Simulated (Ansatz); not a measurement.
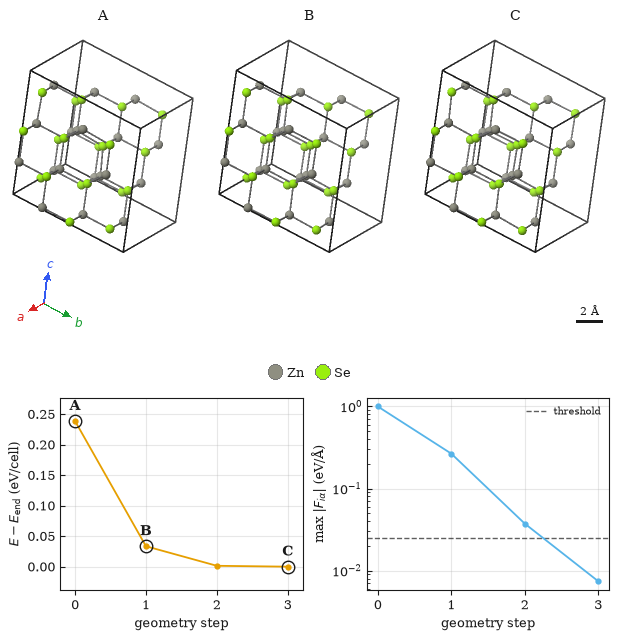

Frames of a relaxation of a defect cell of composition Zn15Se16, marked on the history of the run. The picture is a ball-and-stick view of the cell of the calculation (origin shifted), seen slightly off an axis.

Case: Zn vacancy (site a), charge +0, atoms relaxed at the host's cell.

All numbers below come from Ansatz 0.2.0, DFT PBEsol, scalar-relativistic, plane waves, PAW.

The input:
```yaml
crystal:
  lattice:
    - [-5.6332473651, -5.6332473651, 5.6332473651]
    - [5.6332473651, -5.6332473651, -5.6332473651]
    - [5.6332473651, 5.6332473651, 5.6332473651]
  atoms:
    - { symbol: Zn, position: [0.0, 0.5, 0.5] }
    - { symbol: Zn, position: [0.5, 0.25, 0.25] }
    - { symbol: Zn, position: [0.25, 0.25, 0.5] }
    - { symbol: Zn, position: [0.0, 0.25, 0.75] }
    - { symbol: Zn, position: [0.75, 0.5, 0.75] }
    - { symbol: Zn, position: [0.5, 0.5, 0.0] }
    - { symbol: Zn, position: [1.0, 0.75, 0.25] }
    - { symbol: Zn, position: [0.75, 0.0, 0.25] }
    - { symbol: Zn, position: [0.5, 0.0, 0.5] }
    - { symbol: Zn, position: [0.25, 0.0, 0.75] }
    - { symbol: Zn, position: [0.0, 0.0, 0.0] }
    - { symbol: Zn, position: [0.75, 0.25, 0.0] }
    - { symbol: Zn, position: [0.75, 0.75, 0.5] }
    - { symbol: Zn, position: [0.5, 0.75, 0.75] }
    - { symbol: Zn, position: [0.25, 0.75, 0.0] }
    - { symbol: Se, position: [0.2489429252, 0.760840254, 0.2567362013], spin: 0.5 }
    - { symbol: Se, position: [0.0, 0.75, 0.5] }
    - { symbol: Se, position: [0.5021861609, 0.4990447962, 0.241791574], spin: 0.5 }
    - { symbol: Se, position: [0.2505626313, 0.4954624821, 0.499384483], spin: 0.5 }
    - { symbol: Se, position: [0.0, 0.5, 0.75] }
    - { symbol: Se, position: [0.75, 0.75, 0.75] }
    - { symbol: Se, position: [0.5, 0.75, 0.0] }
    - { symbol: Se, position: [0.0, 0.0, 0.25] }
    - { symbol: Se, position: [0.75, 0.25, 0.25] }
    - { symbol: Se, position: [0.5, 0.25, 0.5] }
    - { symbol: Se, position: [0.25, 0.25, 0.75] }
    - { symbol: Se, position: [-0.0016580848, 0.2359138055, -0.0158325193], spin: 0.5 }
    - { symbol: Se, position: [0.75, 0.5, 0.0] }
    - { symbol: Se, position: [0.75, 0.0, 0.5] }
    - { symbol: Se, position: [0.5, 0.0, 0.75] }
    - { symbol: Se, position: [0.25, 0.0, 0.0] }
  host:
    lattice:
      - [0.0, 2.8166236825, 2.8166236825]
      - [2.8166236825, 0.0, 2.8166236825]
      - [2.8166236825, 2.8166236825, 0.0]
    atoms:
      - { symbol: Zn, position: [0.0, 0.0, 0.0] }
      - { symbol: Se, position: [0.25, 0.25, 0.25] }
basis:
  ecutwfc: 420
  xc_grid: 2
kpoints:
  mp_grid: { grid: [2, 2, 2], shift: [0.5, 0.5, 0.5] }
hamiltonian:
  xc: pbesol
scf:
  occupations: { method: gaussian, width: 0.01 }
output:
  forces: true
  stress: false
  eigenvalues: true
  populations: true
  charged_corrections:
    defect_position: [0.25, 0.5, 0.25]
    epsilon: [[10.3105, 0.0, 0.0], [0.0, 10.3105, 0.0], [0.0, 0.0, 10.3105]]
  write_density: true
  write_potential: true
  elf: true
  volumetric_format: npy
magnetization:
  spin_polarized: true
relax:
  adjacent_minimum: "off"
  f_tol: 0.025
  max_steps: 45
```

Run as
```bash
ansatz run input.yaml --threads 4 --pin off --max-ram 8192MiB --backend cpu --events-out ev --progress --plain --runs-dir out
```

**Describe the path.**

Se27 moves most: 0.23 Å along [1 2 2]. By element the largest moves are Se 0.23 Å, Zn 0.06 Å. The cell doesn't change. Near-neighbour distances that change, for instance: Zn12–Se27 2.524 → 2.420 Å, Zn4–Se27 2.339 → 2.417 Å, Zn15–Se16 2.475 → 2.419 Å, Zn11–Se27 2.363 → 2.418 Å. Among the angles between lasting bonds that change: Zn4–Se27–Zn11 115.8° → 107.2°, Zn7–Se16–Zn9 113.6° → 107.2°, Se27–Zn12–Se30 106.3° → 112.6°. After 3 geometry steps the energy has fallen by 0.239 eV per cell of the calculation. Largest force component: 1 eV/Å at the start, 0.0074 eV/Å at the end. From step 0 to 1: Se27 moves most (0.16 Å), energy −0.205 eV per cell of the calculation. From step 1 to 3: Se27 moves most (0.09 Å), energy −33.5 meV per cell of the calculation.
